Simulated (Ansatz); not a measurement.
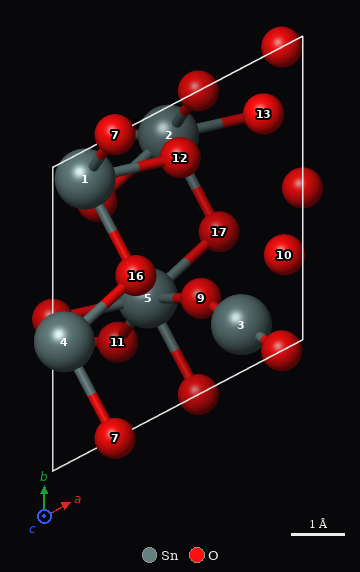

This is the input geometry for a relaxation of a defect cell of composition Sn$_{5}$O$_{12}$ (cell charge −4) (started half-way along a vacancy jump, in the symmetry of that start). The picture is a ball-and-stick view of the cell of the calculation, reduced to other axes (origin shifted), seen along the c axis. Lengths and directions refer to the drawn axes.

The calculation used Ansatz, DFT PBEsol, scalar-relativistic, plane waves, PAW.

Input
```yaml
crystal:
  lattice:
    - [-4.0115334437, -4.0115334437, 0.0]
    - [-2.0057667219, -2.0057667219, 5.1240738106]
    - [-8.0230668874, 4.0115334437, 0.0]
  atoms:
    - { symbol: Sn, position: [0.75, 0.5, 0.5] }
    - { symbol: Sn, position: [0.4166666667, 0.5, 0.1666666667] }
    - { symbol: Sn, position: [0.875, -0.25, 0.75] }
    - { symbol: Sn, position: [0.3333333333, 0.0, 0.3333333333] }
    - { symbol: Sn, position: [1.0, 0.0, 0.0] }
    - { symbol: O, position: [0.8695866651, 0.594160003, 0.6666666667] }
    - { symbol: O, position: [0.5362533318, 0.594160003, 0.3333333333] }
    - { symbol: O, position: [0.2029199985, 0.594160003, 1.0] }
    - { symbol: O, position: [0.8804133349, 0.905839997, 0.8333333333] }
    - { symbol: O, position: [0.5470800015, 0.905839997, 0.5] }
    - { symbol: O, position: [0.2137466682, 0.905839997, 0.1666666667] }
    - { symbol: O, position: [0.4637466682, 0.405839997, 0.6666666667] }
    - { symbol: O, position: [0.1304133349, 0.405839997, 0.3333333333] }
    - { symbol: O, position: [0.7970800015, 0.405839997, 0.0] }
    - { symbol: O, position: [0.2862533318, 0.094160003, 0.8333333333] }
    - { symbol: O, position: [0.9529199985, 0.094160003, 0.5] }
    - { symbol: O, position: [0.6195866651, 0.094160003, 0.1666666667] }
total_charge: -4
basis:
  ecutwfc: 420
kpoints:
  mp_grid: { grid: [6, 6, 6] }
hamiltonian:
  xc: pbesol
scf:
  occupations: { method: gaussian, width: 0.05 }
output:
  forces: true
  stress: true
  eigenvalues: true
relax:
  adjacent_minimum: "off"
  f_tol: 0.02
  max_steps: 60
  escape_saddle: false
```

Command:
```bash
ansatz run input.yaml --threads 4 --pin off --max-ram 9216MiB --backend cpu --events-out ev --progress --plain --runs-dir out
```

Where does the relaxation end?

Answer. The largest moves, 0.93 Å, are those of O12 and O15. O15 goes roughly along [−1 −2 0]. Largest moves by element: O 0.93 Å, Sn 0.45 Å. The cell doesn't change. Among the contacts that change: Sn3–O12 2.853 → 2.036 Å, Sn3–O6 1.282 → 1.922 Å, Sn1–O13 2.063 → 2.423 Å, Sn2–O11 2.080 → 2.249 Å. New bonds form: Sn3–O12 (2.85 → 2.04 Å), Sn3–O15 (2.85 → 2.04 Å). Bond angles that change, for instance: O14–Sn5–O15 76.5° → 104.1°, Sn1–O6–Sn3 155.0° → 128.6°, O15–Sn5–O17 152.9° → 173.5°. After 10 accepted moves (12 points after the start) the energy has fallen by 35.468 eV per cell of the calculation. The largest force component goes from 73 to 0.0058 eV/Å. The line search rejected the trial step at point 6 of the run. 1 step only repeated the SCF at the same geometry.

Step by step:

```tsv
step	E − E(0), meV/atom	largest force component, eV/Å	note
0	0.00	72.9441	
1	-1316.39	21.3888	
2	-1726.03	9.7222	
3	-1943.11	3.8386	
4	-2032.10	1.0346	
5	-2069.57	0.6407	
6	-2059.01	1.1793	rejected
7	-2082.10	0.3667	
8	-2085.92	0.0619	
9	-2086.09	0.1672	
10	-2086.27	0.0647	
11	-2086.35	0.0058	
12	-2086.35	0.0058	same geometry, SCF repeated
```

The end point in the same view:

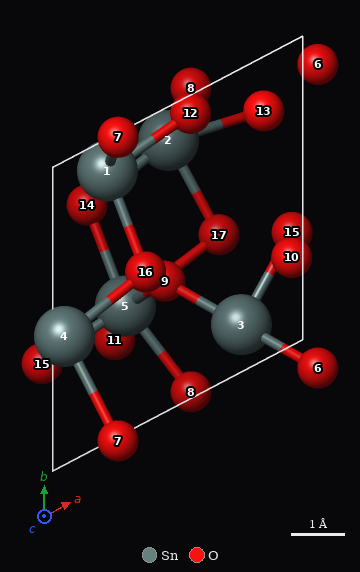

Limits of the set-up: the periodic images lie only 5.7 Å apart, so the values are limited by the cell's size; the cell is charged, on a uniform background, and energies carry no finite-size correction.
